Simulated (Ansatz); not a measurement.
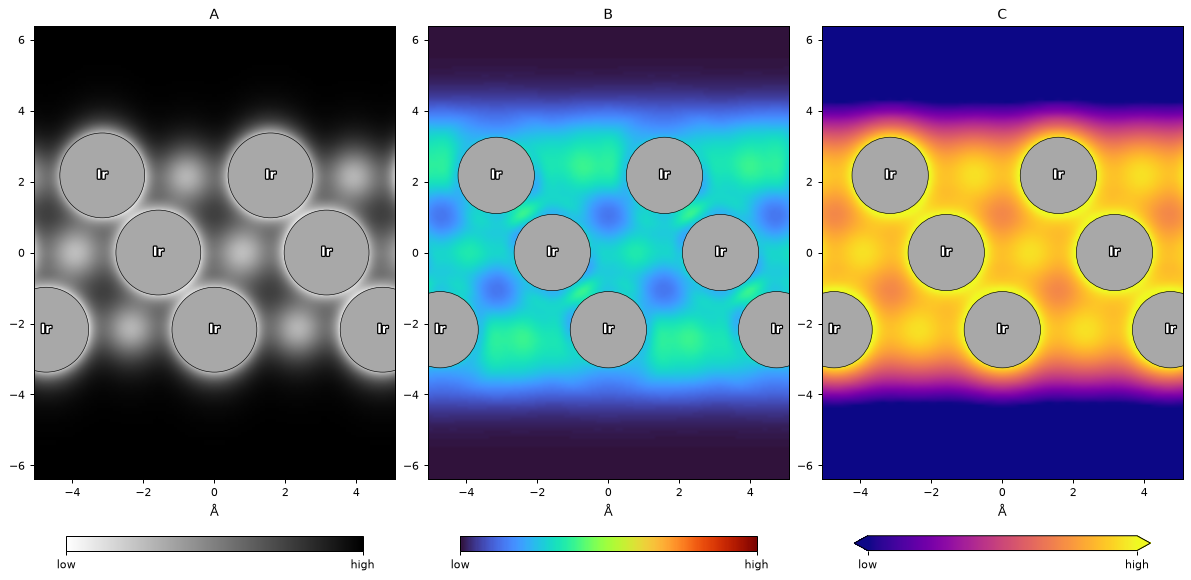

Ir (slab): 3 fields on the (110) plane of the calculation cell, a cut from vacuum to vacuum, with unlabelled colour scales. Grey discs cover the atomic cores.

Computed without spin polarisation.

These are results of DFT PBE, scalar-relativistic, plane waves, PAW (Ansatz 0.2.0), not measurements.

### Which field does each panel show? The fields are: electron localisation function, electrostatic potential energy of an electron and valence pseudo-density.

Panel A: electrostatic potential energy of an electron (low next to the atoms, rising into the space between them). Panel B: electron localisation function. Panel C: valence pseudo-density. From the grid: Ir–Ir (2.69 Å): ρ at the midpoint is about 0.47 e/Å³; the ELF is about 0.40 at the midpoint.
